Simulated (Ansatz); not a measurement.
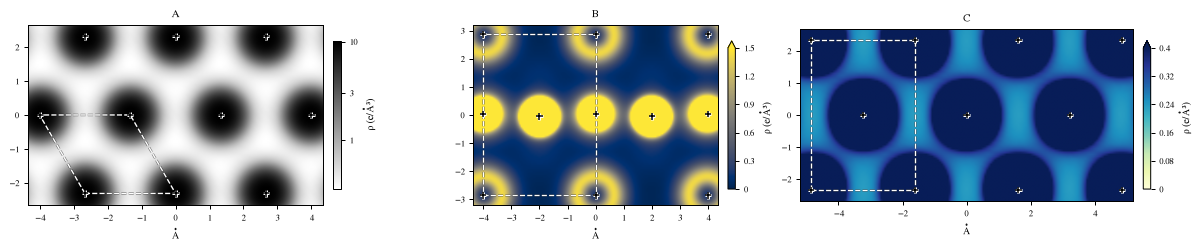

The valence charge density (pseudo) of 3 systems, each on a plane through atoms (crosses mark nuclei in the plane).

Method: DFT, PBE, PAW with Ansatz's default frozen-core files, scalar-relativistic (Ansatz 0.2.0).

System 1: Ta, the (11̄0) plane of the conventional cell. Space group I4/mmm; changed on purpose from its base cell (zz strain of -2 %, PAW files); computed pressure about 8 GPa in this cell; computed without spin polarisation.

```xyz
2
Lattice="3.3026 0.0000 0.0000 0.0000 3.3026 0.0000 0.0000 0.0000 3.2365" Properties=species:S:1:pos:R:3 pbc="T T T"
Ta    0.0000    0.0000    0.0000
Ta    1.6513    1.6513    1.6183
```

System 2: Ru, the (001) plane of the conventional cell. Space group P6₃/mmc; computed pressure about 20 GPa in this cell; computed without spin polarisation.

```
CELL_PARAMETERS angstrom
2.66923 0.00000 0.00000
-1.33461 2.31162 0.00000
0.00000 0.00000 4.22403
ATOMIC_POSITIONS crystal
Ru 0.33333 0.66667 0.25000
Ru 0.66667 0.33333 0.75000
```

System 3: BaTiO₃, the (011̄) plane of the conventional cell. Space group P4mm; changed on purpose from its base cell (zz strain of +2 %, PAW files); not relaxed (largest force 0.7 eV/Å); computed without spin polarisation.

Match each panel to its system.

Answer. Panel A is system 2, Ru: the plane holds Ru. Ru–Ru (2.67 Å): ρ is about 0.41 e/Å³ halfway. Panel B is system 3, BaTiO₃: the plane holds Ba, Ti and O. Ba–O (2.82 Å): the density is about 0.2 e/Å³ at the midpoint. Panel C is system 1, Ta: the plane holds Ta. Ta–Ta (2.84 Å): ρ is about 0.31 e/Å³ halfway.
